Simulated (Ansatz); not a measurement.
## Run report: Ge, single-point calculation

The run: single-point calculation of Ge (P-1, 8 atoms in the cell). Method and program: DFT r2SCAN, scalar-relativistic, plane waves, PAW, no spin polarisation (Ansatz 0.2.0).

The structure derives from a Materials Project entry. It belongs to a series of runs on one base structure; here: strain -0.0200 x Voigt [0, 0, 0, 0, 1, 0], atoms carried along. Figures and captions count atoms from 1; the log counts them from 0 in places.

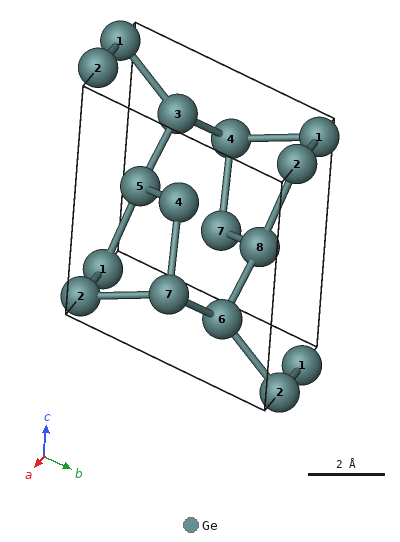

Fig. 1: The input geometry (ball-and-stick view of the cell of the calculation, set on other vectors, seen slightly off an axis; atoms are numbered from 1 in the order of the input). Near neighbours in the crystal (not all of them lie inside the picture): Ge has 4 Ge at 2.44 to 2.53 Å.

Summary:

| quantity | value |
| --- | --- |
| outcome | converged |
| space group (tolerance 0.01 Å) | P-1 (2) |
| electrons treated | 112 |
| free energy | −34421.8199 eV |
| Fermi energy | 9.406 eV |
| gap on the k-point mesh | none (metallic) |
| pressure | 0.04 GPa |
| largest force (length of the vector) | 0.140 eV/Å |
| hardware | 2 threads of Oxide Virtual Turin-like (Zen 5), 32 GiB of memory available, shared host |
| wall time | 13 min (CPU time 25 min) |
| peak memory | 5.1 GiB |

Input:
```yaml
crystal:
  lattice:
    - [4.9263647006, 2.855612285, 1.9206257128]
    - [-4.965766428, 2.855612285, 2.0195470241]
    - [-0.0197008637, -5.7112245699, 1.9700863685]
  atoms:
    - { symbol: Ge, position: [0.7128722713, 0.7128722713, 0.7128722713] }
    - { symbol: Ge, position: [0.2871277287, 0.2871277287, 0.2871277287] }
    - { symbol: Ge, position: [0.0211507809, 0.7173445862, 0.5235354562] }
    - { symbol: Ge, position: [0.5235354562, 0.0211507809, 0.7173445862] }
    - { symbol: Ge, position: [0.7173445862, 0.5235354562, 0.0211507809] }
    - { symbol: Ge, position: [0.9788492191, 0.2826554138, 0.4764645438] }
    - { symbol: Ge, position: [0.4764645438, 0.9788492191, 0.2826554138] }
    - { symbol: Ge, position: [0.2826554138, 0.4764645438, 0.9788492191] }
basis:
  ecutwfc: 500
kpoints:
  mp_grid: { grid: [12, 12, 12] }
hamiltonian:
  xc: r2scan
scf:
  occupations: { method: gaussian, width: 0.15 }
output:
  forces: true
  stress: true
  eigenvalues: true
```

Launch command:
```bash
ansatz run input.yaml --threads 2 --pin off --max-ram 5120MiB --backend cpu --events-out ev --progress --plain --runs-dir out
```

What the program printed:
```
Engine: ansatz 0.2.0, x86_64-unknown-linux-gnu
Pseudopotentials: kind: paw
Pseudopotential: Ge, paw, valence charge 14, recommended cutoff 500 eV (meta_gga), Ge.paw.azcp
Functional definition: r2SCAN
  parameter k0 = 0.174
  parameter k1 = 0.065
  parameter a1 = 4.9479
  exchange = r2scan_x(k0 = k0, k1 = k1, a1 = a1)
  correlation = r2scan_c
Crystal: 8 atoms, lattice volume = 166.937 Å³
Basis set: ecut = 500 eV, 4217 PW (Γ), exchange–correlation on 180×180×180 points (64 copies of the dense FFT grid, shifted against one another)
Bands: 68, of which v1, the nominal top of the filled ones, is band 56 counted from 1 (55 counted from 0)
Symmetry: 2 space group operations
Space group: P-1 (ITA 2), of the structure as read, at distance tolerance 5.5e-5 Å
k-points: 868 of 1728
Non-local potential: Ge, projectors of the file, l = 0: 2, l = 1: 2, l = 2: 3, l = 3: 1
PAW form: soft (Blöchl's): semilocal exchange-correlation on the pseudo side does not see the compensation charge
PAW frozen core: Ge, regenerated for the run's functional (the file was generated under x = pbe(κ = 0.804, μ = 0.2195149727645171), c = pbe(β = 0.06672455060314922))
PAW one-centre angular grid: Ge, 590 points (default); XC on 160 Gauss nodes
Initial density: superposition of atomic densities (neutral atoms: chi_scale 0, normalization atom), corrected by the library's trained network
Initial wavefunctions: pseudopotential atomic-orbital guess
Functional: x = r2scan, c = r2scan; τ floored in thin density (d = 2e-4 eV/Å³)
SCF iter   1: F=—  HF=-34421.768182 eV  |F-HF|=—  |Δ(HF+E_count)|=         —  Δρ=7.47e-3  dr2=4.86e-2  dr2_τ=1.54e-2  ethr=1.77e-3  ⟨swp⟩=6.9  Hψ=221250  notcnv=0
preconditioner: auto → Kerker (q_TF=auto, 2.553 Å⁻¹)  [metal: Δε(μ)=0.011 eV  Ē_g=23.470 eV  σ=0.150 eV  W_gap=0.04  n_scr=48 (ndim 8)  ℏωp=30.4 eV  f_vac=0.000  D(μ)=0.61/eV (n_scr^D=0)]
SCF iter   2: F=—  HF=-34421.818504 eV  |F-HF|=—  |Δ(HF+E_count)|=   5.03e-2  Δρ=3.16e-3  dr2=1.40e-2  dr2_τ=1.01e-4  ethr=4.34e-5  ⟨swp⟩=3.0  Hψ=158650  notcnv=0
SCF iter   3: F=—  HF=-34421.819497 eV  |F-HF|=—  |Δ(HF+E_count)|=   9.93e-4  Δρ=1.97e-3  dr2=6.33e-3  dr2_τ=3.22e-5  ethr=1.25e-5  ⟨swp⟩=2.0  Hψ=107879  notcnv=0
iter 4 solved again at ethr=2.00e-7 eV; its pass at ethr=5.65e-6 eV (dr2=2.24e-4 eV) is discarded
SCF iter   4: F=—  HF=-34421.819862 eV  |F-HF|=—  |Δ(HF+E_count)|=   3.65e-4  Δρ=4.29e-4  dr2=2.28e-4  dr2_τ=3.89e-6  ethr=2.00e-7  ⟨swp⟩=3.0  Hψ=264463  notcnv=0
SCF iter   5: F=—  HF=-34421.819923 eV  |F-HF|=—  |Δ(HF+E_count)|=   6.14e-5  Δρ=1.03e-4  dr2=2.73e-5  dr2_τ=1.31e-6  ethr=2.00e-7  ⟨swp⟩=3.0  Hψ=121167  notcnv=0
SCF iter   6: F=—  HF=-34421.819932 eV  |F-HF|=—  |Δ(HF+E_count)|=   8.16e-6  Δρ=4.09e-5  dr2=2.96e-6  dr2_τ=6.25e-8  ethr=2.44e-8  ⟨swp⟩=3.0  Hψ=124811  notcnv=0
SCF iter   7: F=—  HF=-34421.819933 eV  |F-HF|=—  |Δ(HF+E_count)|=   1.69e-6  Δρ=1.23e-5  dr2=3.88e-7  dr2_τ=6.56e-9  ethr=2.64e-9  ⟨swp⟩=3.2  Hψ=156614  notcnv=0
SCF iter   8: F=—  HF=-34421.819933 eV  |F-HF|=—  |Δ(HF+E_count)|=   1.75e-7  Δρ=6.85e-6  dr2=1.41e-7  dr2_τ=1.10e-9  ethr=3.46e-10  ⟨swp⟩=3.0  Hψ=156543  notcnv=0
SCF iter   9: F=-34421.819933 eV  HF=-34421.819933 eV  |F-HF|=9.05e-9  |Δ(HF+E_count)|=   2.09e-9  Δρ=2.56e-6  dr2=2.66e-8  dr2_τ=2.51e-10  ethr=1.26e-10  ⟨swp⟩=3.0  Hψ=153542  notcnv=0
SCF 1 converged in 9 iterations: F = -34421.819933 eV  dr2 = 2.66e-8
  Residual-converged pass: ⟨swp⟩=3.0  Hψ=114671  notcnv=0  max |occ|·‖R‖ = 6.7e-6 eV (tolerance 6.7e-6 eV)  dr2=2.63e-8  dr2_τ=2.47e-10  dr2_onsite=5.46e-9  max |Δocc| = 4.2e-7
  greatest PAW one-centre occupation: 0.998 electrons in one spin orbital (limit 2), on the Ge atom at site 6 (counted from 0), in its partial waves of l = 2
```

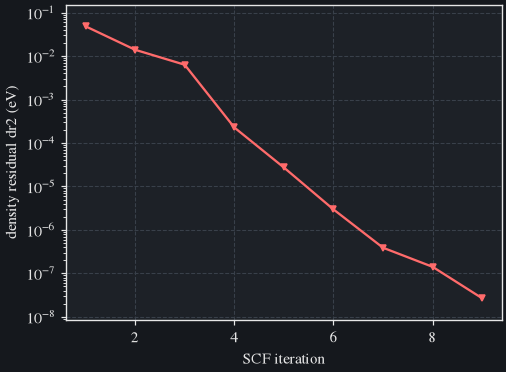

Fig. 2: Convergence of the self-consistent field: density residual dr2 against the SCF iteration. The residual falls at every step.

```
SCF converged after 9 iterations
Free energy (F): -34421.819933 eV
Harris-Foulkes:  -34421.819933 eV  (|F-HF|=9.05e-9)
Internal energy: -34421.813158 eV  (E = F + TS)
E sigma→0 (E₀):  -34421.816545 eV
Entropy (-TS):   -0.006775 eV (-0.847 meV/atom)
Fermi energy:    9.406104 eV
--- Per-component energies (eV) ---
  E_band       = -1155.158003
  E_kinetic    = 886.767462
  E_local      = -18756.703234  (includes V_loc(G=0)·N_el)
  E_nonlocal   = 3355.353355
  E_hartree    = 8233.959870
  E_xc         = -552.579239
  E_vxc        = -542.578743  (∫ρ·V_xc dr)
  E_paw        = -16268.294260  (= ΣΔE_a)
  E_vpaw       = -2596.214767  (= ΣTr[D̂ρ^β])
  E_aug_tail   = 0.000120  (compensation charges beyond the density's cutoff)
  E_vtau       = 30.294817  (kinetic-family band-sum trace: ∫τ·v_τ [+ j·A + Jᵃ·Aᵃ] dr)
  E_ewald      = -11311.631105
  E_core_change = -8.686126  (= ΣΔE_core)
  E_smearing   = -0.006775  (= −TS)
  E_closure    = -0.000000  (closes the sum)
  Σ components = -34421.819933   (vs F -34421.819933, Δ=0.00e0)
--- Forces (eV/Å), atoms counted from 1 ---
  atom   1  Ge     0.03066764     0.01078816    -0.00226648
  atom   2  Ge    -0.03066764    -0.01078816     0.00226648
  atom   3  Ge     0.07897701    -0.06609296    -0.05232688
  atom   4  Ge    -0.01306658     0.01733863     0.08601200
  atom   5  Ge     0.13153199     0.04311360    -0.01954899
  atom   6  Ge    -0.07897701     0.06609296     0.05232688
  atom   7  Ge     0.01306658    -0.01733863    -0.08601200
  atom   8  Ge    -0.13153199    -0.04311360     0.01954899
  max |Σ_I F_I| component: 0.00e0 eV/Å
--- Stress (GPa, compression-positive) ---
       -0.192677       0.237986       1.357290
        0.237986       0.244836       0.022308
        1.357290       0.022308       0.054445
  P = ⅓ Tr σ = 0.0355 GPa (0.355 kbar)
--- Band table (eV; the first three rows and the last of 868) ---
  k-point 0: bands = ["-16.0869", "-16.0807", "-16.0769", "-16.0610", "-16.0591", "-16.0495", "-16.0383", "-16.0345", "-16.0111", "-16.0087", "-15.9857", "-15.9447", "-15.9425", "-15.9391", "-15.9222", "-15.9192", "-15.9175", "-15.9109", "-15.9095", "-15.8936", "-15.8698", "-15.8598", "-15.8563", "-15.8548", "-15.8512", "-15.8487", "-15.8465", "-15.8427", "-15.8025", "-15.8018", "-15.7953", "-15.7942", "-15.7905", "-15.7742", "-15.7675", "-15.7670", "-15.7604", "-15.7195", "-15.7065", "-15.7038", "-4.1305", "-0.2726", "0.2759", "0.4213", "0.5700", "2.2005", "2.2163", "2.2595", "4.6693", "4.6893", "5.3863", "5.6724", "5.7066", "7.9541", "8.0549", "8.5357", "11.0708", "11.4086", "11.5852", "13.7943", "13.9375", "14.0373", "14.3654", "14.5216", "14.7239", "16.1177", "16.2875", "16.2981"]
  k-point 1: bands = ["-16.0864", "-16.0803", "-16.0769", "-16.0602", "-16.0596", "-16.0486", "-16.0383", "-16.0364", "-16.0091", "-16.0059", "-15.9848", "-15.9454", "-15.9438", "-15.9431", "-15.9226", "-15.9201", "-15.9195", "-15.9108", "-15.9055", "-15.8937", "-15.8729", "-15.8657", "-15.8557", "-15.8518", "-15.8510", "-15.8483", "-15.8454", "-15.8391", "-15.8080", "-15.8021", "-15.7959", "-15.7916", "-15.7886", "-15.7752", "-15.7686", "-15.7644", "-15.7581", "-15.7200", "-15.7068", "-15.7042", "-4.0904", "-0.3241", "0.1439", "0.3451", "0.5355", "2.2024", "2.2776", "2.3839", "4.5799", "4.7636", "5.5620", "5.8214", "5.9046", "7.7831", "7.9654", "8.3911", "11.2354", "11.4786", "11.7925", "13.3866", "13.6609", "13.7663", "14.4436", "14.5832", "14.7322", "15.5981", "15.8416", "16.0053"]
  k-point 2: bands = ["-16.0850", "-16.0792", "-16.0768", "-16.0613", "-16.0573", "-16.0468", "-16.0391", "-16.0380", "-16.0077", "-15.9973", "-15.9825", "-15.9538", "-15.9470", "-15.9451", "-15.9260", "-15.9225", "-15.9181", "-15.9108", "-15.9030", "-15.8937", "-15.8767", "-15.8712", "-15.8604", "-15.8528", "-15.8497", "-15.8453", "-15.8404", "-15.8331", "-15.8170", "-15.8033", "-15.7972", "-15.7897", "-15.7852", "-15.7749", "-15.7669", "-15.7626", "-15.7529", "-15.7214", "-15.7077", "-15.7054", "-3.9712", "-0.5249", "-0.1741", "0.2146", "0.4799", "2.1260", "2.4034", "2.7850", "4.4619", "5.0097", "5.9063", "6.1608", "6.4869", "7.3668", "7.6105", "8.3051", "11.1994", "11.8226", "12.1030", "12.6800", "13.2199", "13.3975", "14.2550", "14.3746", "14.5645", "15.0202", "15.5164", "15.9468"]
  k-point 867: bands = ["-16.0826", "-16.0758", "-16.0739", "-16.0444", "-16.0422", "-16.0392", "-16.0237", "-16.0181", "-16.0156", "-16.0083", "-15.9716", "-15.9694", "-15.9551", "-15.9529", "-15.9503", "-15.9333", "-15.9287", "-15.9045", "-15.9030", "-15.8993", "-15.8914", "-15.8878", "-15.8872", "-15.8459", "-15.8431", "-15.8424", "-15.8359", "-15.8339", "-15.8321", "-15.7910", "-15.7848", "-15.7816", "-15.7756", "-15.7627", "-15.7543", "-15.7432", "-15.7422", "-15.7321", "-15.7223", "-15.7220", "-1.9197", "-1.8457", "-1.5668", "-0.7928", "-0.1698", "-0.0797", "4.2630", "5.8812", "6.0278", "6.0962", "6.4727", "6.5224", "6.8263", "7.1650", "9.5588", "9.6685", "10.5420", "10.8791", "12.2616", "12.3687", "12.4923", "12.5590", "12.6375", "12.7423", "12.8985", "13.7599", "13.8112", "13.9032"]
```

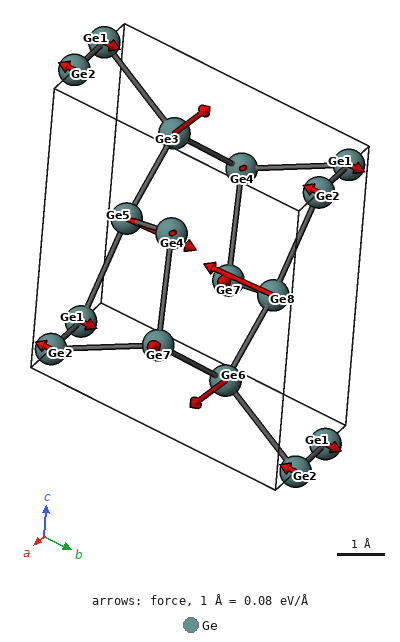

Fig. 3: Forces on the atoms as red arrows (ball-and-stick view of the cell of the calculation, set on other vectors, seen slightly off an axis; atoms are numbered from 1 in the order of the input). The largest act on Ge5, Ge8 (0.14 eV/Å); Ge3, Ge6 (0.12 eV/Å); Ge4, Ge7 (0.09 eV/Å). The geometry is not a stationary point of this energy.
